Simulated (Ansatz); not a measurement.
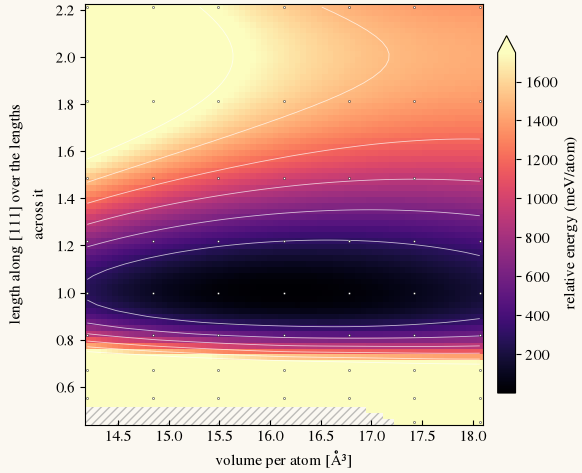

Energy landscape of W (Im-3m, No. 229; 1 atom in the cell). 
- The energy is mapped over volume and the cell's shape.
- First axis: volume per atom. Second axis: length along [111] over the lengths across it, relative to the cubic cell.
- Nothing is relaxed (symmetry fixes all fractional coordinates).
- The grid has 7 × 9 points. At 5 points there is no value (left out of the scan, as a rule where atoms come close).
- Points are written as (first, second).
- Energies are in meV/atom, from the lowest grid point.
- All numbers below come from DFT PBE, scalar-relativistic, plane waves, PAW in Ansatz 0.2.0. Settings: cutoff 420 eV, k-mesh 22×22×22, gaussian smearing 0.15 eV, no spin polarisation.

Drawn: a smooth colour map with a few white contour lines, dots at the grid points, one colour for all values above the top of the scale, hatched blanks where no value was computed. Between grid points the surface is interpolated. 

Summarise what can be read from the map.

Answer. The lowest grid point is at (16.13 Å³, 1.000) [bcc]. No other kind of well shows on this grid. The highest grid point, (17.43 Å³, 0.452), lies 16649 meV/atom above the lowest.

Grid values (meV/atom):

```tsv
second ↓, first →	14.20	14.84	15.49	16.13	16.78	17.43	18.07
2.211	2294	1977	1741	1572	1460	1394	1368
1.813	2303	1985	1748	1579	1466	1400	1373
1.487	1562	1300	1117	999	934	913	929
1.219	677	480	360	303	296	330	398
1.000	275	114	27	0	22	85	179
0.820	944	728	591	517	496	517	573
0.672	3696	3246	2900	2635	2439	2298	2200
0.551	10588	9505	8601	7844	7210	6676	6223
0.452	–	–	–	–	–	16649	15414
```

Each point was launched as `ansatz run input.yaml --threads 1 --pin off --max-ram 2048MiB --backend cpu --events-out ev --progress --plain --runs-dir out`. Time for the 58 points that were run: 9 min on 1 thread of Arm Neoverse V2, with other jobs on the host.

PAW datasets: the set soft_1.
